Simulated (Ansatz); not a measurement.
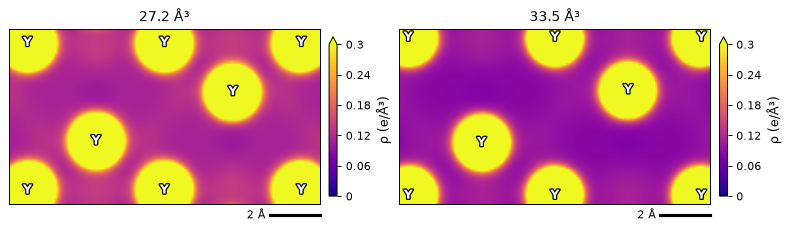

Y. The valence electron density of cells scaled evenly to different volumes (given per atom above each panel), on the (110) plane of each (indices in the axes of the cell below), at one length scale and on one colour scale.

A generated structure, not necessarily the stable one.

Theory: Ansatz, DFT, PBEsol, plane waves (420 eV) with PAW, scalar-relativistic.

The largest cell:

```
Y
1.0
     3.63618    0.00000    0.00000
    -1.81809    3.14903    0.00000
     0.00000    0.00000   11.68388
Y
4
Direct
  0.00000 0.00000 0.00000
  0.00000 0.00000 0.50000
  0.33333 0.66667 0.25000
  0.66667 0.33333 0.75000
```

| volume (Å³/atom) | Y–Y contact in the plane (Å) | ρ at its midpoint (e/Å³) | pressure (GPa) | 
| --- | --- | --- | --- |
| 27.25 | 3.360 | 0.123 | 6.4 | 
| 30.97 | 3.506 | ? | ? | 
| 33.45 | 3.597 | 0.096 | −2.8 | 

**What values belong in the row with question marks?**

Over the known rows ln ρ falls by 1.05 per Å of Y–Y distance (the line through the two), which gives 0.106 e/Å³ at 3.506 Å; the calculation gives 0.105 e/Å³. For the pressure, a straight line in volume between the neighbouring rows gives 0.9 GPa; the calculation gives 0.0, lower because pressure rises ever faster on compression.
